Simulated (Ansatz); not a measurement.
Given this structure, the geometry relaxed with DFT PBEsol, scalar-relativistic, plane waves, PAW in Ansatz 0.2.0; the starting structure was generated, so it need not be a known form of this composition, written in its standard cell:

```cif
data_structure
_symmetry_space_group_name_H-M 'Pm-3m'
_symmetry_Int_Tables_number 221
_cell_length_a 2.4990
_cell_length_b 2.4990
_cell_length_c 2.4990
_cell_angle_alpha 90.000
_cell_angle_beta 90.000
_cell_angle_gamma 90.000
_cell_volume 15.61
loop_
_atom_site_label
_atom_site_type_symbol
_atom_site_symmetry_multiplicity
_atom_site_Wyckoff_symbol
_atom_site_fract_x
_atom_site_fract_y
_atom_site_fract_z
_atom_site_occupancy
Rh1 Rh 1 b 0.50000 0.50000 0.50000 1
```

What does the kinematic electron diffraction pattern along [110] look like at 200 kV (B = 0.3 Å²)?

Answer. The spots form a rectangular net whose two shortest vectors correspond to d = 2.50 Å and 1.77 Å, 90.0° apart. They are 0 0 1 and 1 -1 0. The pattern has symmetry 2mm. No reflection of this zone is absent.

Strongest reflections with d > 0.80 Å, one of each family (|F|² from tabulated Gaussian fits of the electron scattering factors, times a small damping for the curvature of the Ewald sphere):

```csv
hkl,d (Å),I (strongest = 100)
0 0 1,2.499,100
1 -1 0,1.767,56
1 -1 1,1.443,36
0 0 2,1.249,25
1 -1 2,1.020,14
2 -2 0,0.884,9
```

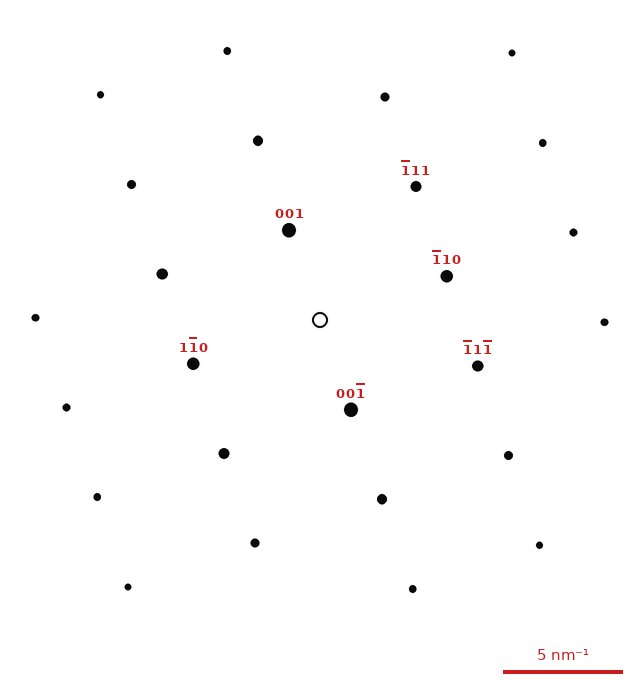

Calculated pattern, seen from the source side with [110] pointing towards the source.
